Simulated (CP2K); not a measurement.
## Energy of MgS along an even scaling of the cell

System: MgS (2 atoms in the cell).
Method: Kohn-Sham DFT of a periodic cell, LDA, GTH-PADE with UZH-TZVP basis, no spin polarisation (CP2K 2026.2).

The 6 runs differ only in the geometry, by an even scaling of the cell at fixed fractional positions. The structure derives from an entry of the Crystallography Open Database.

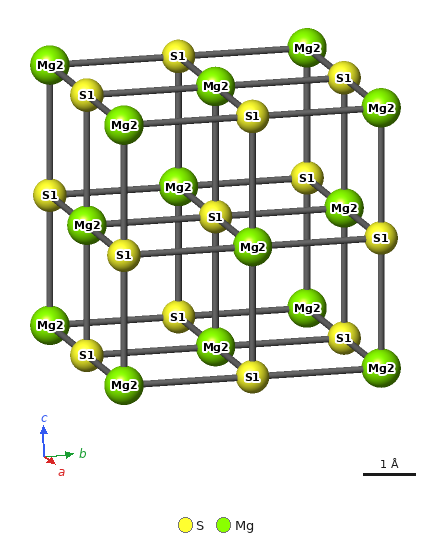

Figure 1. The structure of run 4 (ball-and-stick view of the cell 4 times as large as that of the calculation, set on its symmetry axes, seen slightly off an axis; atoms are numbered from 1 in the order of the input). An atom can appear more than once, as a periodic image.

**Input of run 4**
```
&GLOBAL
  PROJECT mgs_eos
  RUN_TYPE ENERGY_FORCE
  PRINT_LEVEL LOW
&END GLOBAL
&FORCE_EVAL
  METHOD QS
  STRESS_TENSOR ANALYTICAL
  &DFT
    BASIS_SET_FILE_NAME BASIS_MOLOPT_UZH
    POTENTIAL_FILE_NAME GTH_POTENTIALS
    WFN_RESTART_FILE_NAME previous-RESTART.kp
    &MGRID
      CUTOFF 1400
      REL_CUTOFF 60
      NGRIDS 5
    &END MGRID
    &QS
      METHOD GPW
      EPS_DEFAULT 1.0E-9
    &END QS
    &KPOINTS
      SCHEME MONKHORST-PACK 9 9 9
      GAMMA_CENTERED T
      SYMMETRY T
      SYMMETRY_BACKEND SPGLIB
    &END KPOINTS
    &SCF
      SCF_GUESS RESTART
      EPS_SCF 1.0E-6
      MAX_SCF 100
      ADDED_MOS 10
      CHOLESKY OFF
      EPS_EIGVAL 1.0E-7
      &DIAGONALIZATION ON
        ALGORITHM STANDARD
      &END DIAGONALIZATION
      &MIXING ON
        METHOD BROYDEN_MIXING
        ALPHA 0.4
        BETA 1.5
        NBUFFER 8
      &END MIXING
      &SMEAR ON
        METHOD FERMI_DIRAC
        ELECTRONIC_TEMPERATURE [K] 1160.452
      &END SMEAR
    &END SCF
    &XC
      &XC_FUNCTIONAL
        &LDA_X
        &END LDA_X
        &LDA_C_PW
        &END LDA_C_PW
      &END XC_FUNCTIONAL
    &END XC
    &PRINT
      &KPOINTS ON
      &END KPOINTS
      &MULLIKEN ON
      &END MULLIKEN
      &MO ON
        ENERGIES T
        OCCUPATION_NUMBERS T
        &EACH
          QS_SCF 0
        &END EACH
        ADD_LAST NUMERIC
      &END MO
    &END PRINT
  &END DFT
  &SUBSYS
    &CELL
      A 3.7036555750 0.0000000000 0.0000000000
      B 1.8518277876 3.2074598149 0.0000000000
      C 1.8518277876 1.0691532716 3.0240221140
      PERIODIC XYZ
    &END CELL
    &COORD
      SCALED
      S   0.5000000000 0.5000000000 0.5000000000
      Mg  0.0000000000 0.0000000000 0.0000000000
    &END COORD
    &KIND S
      BASIS_SET TZVP-MOLOPT-PBE-GTH-q6
      POTENTIAL GTH-PADE-q6
    &END KIND
    &KIND Mg
      BASIS_SET TZVP-MOLOPT-PBE-GTH-q10
      POTENTIAL GTH-PADE-q10
    &END KIND
    &PRINT
      &ATOMIC_COORDINATES ON
      &END ATOMIC_COORDINATES
      &CELL ON
      &END CELL
    &END PRINT
  &END SUBSYS
  &PRINT
    &FORCES ON
    &END FORCES
    &STRESS_TENSOR ON
    &END STRESS_TENSOR
  &END PRINT
&END FORCE_EVAL
```

Command:
```bash
OMP_NUM_THREADS=1 cp2k.psmp -i mgs_eos.inp -o mgs_eos.out
```

Lattice vectors (Å) and fractional positions of run 4:
```
   3.703656    0.000000    0.000000
   1.851828    3.207460    0.000000
   1.851828    1.069153    3.024022
S   0.500000  0.500000  0.500000
Mg  0.000000  0.000000  0.000000
```

Run 5 differs from it as follows:
```diff
-      A 3.7036555750 0.0000000000 0.0000000000
-      B 1.8518277876 3.2074598149 0.0000000000
-      C 1.8518277876 1.0691532716 3.0240221140
+      A 3.7277059605 0.0000000000 0.0000000000
+      B 1.8638529803 3.2282880597 0.0000000000
+      C 1.8638529803 1.0760960199 3.0436591715
```

**Results, with one run withheld**

```csv
run,volume per atom (Å³),"free energy per atom, from the lowest run given (meV)",pressure (GPa),gap on the mesh (eV)
1,16.553,7.32,3.59,2.74
2,16.905,1.56,1.70,2.70
3,17.257,0.00,−0.02,2.65
4,17.962,6.73,−2.94,2.57
5,18.314,?,?,?
6,18.666,25.08,−5.32,2.49
```

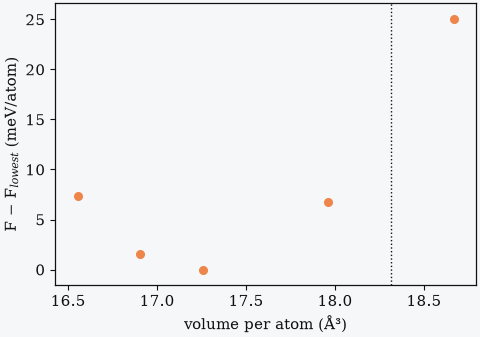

Figure 2. Free energy per atom of the runs given; the dotted line marks run 5.

What should run 5 give?

A cubic polynomial in V^(−2/3) (the Birch–Murnaghan form), fitted to the 5 runs given, misses them by at most 0.08 meV per atom. With x = V^(−2/3) − 0.14869 Å⁻², it reads F = 0.45519 − 955.85 x + 4.2574e+05 x² + 3.0614e+05 x³ (meV per atom). At run 5 it gives 14.63 meV per atom, and the run itself gives 14.59. The slope of the fit gives a pressure −dF/dV of −4.19 GPa there, and the run prints −4.20 GPa. The fit has its minimum at 17.246 Å³ per atom, where V d²F/dV² gives 79.1 GPa: the bulk modulus at this level, since symmetry fixes the shape and the positions. The gap on the mesh goes, without turning, from 2.74 eV in run 1 to 2.49 eV in run 6; run 5 has 2.53 eV. These are gaps of this functional on this mesh, which can miss the band edges; they aren't the measured gap.

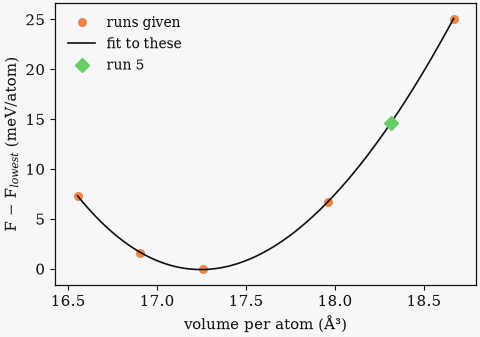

Figure 3. The fit and the withheld run.

**Some lines of the output (run 5)**
```
[...]
 CELL| Volume [angstrom^3]:                                            36.627725
 CELL_REF| Volume [angstrom^3]:                                        36.627725
                        Smear method:                                FERMI_DIRAC
  Step     Update method      Time    Convergence         Total energy    Change
  Fermi energy:                                                 0.21951748442433
  Total energy:                                               -73.49144620722143
  Total energy (extrapolated to T->0):                        -73.49144620032388
 MO| E(Fermi):            0.219517 a.u.          5.973375 eV
```
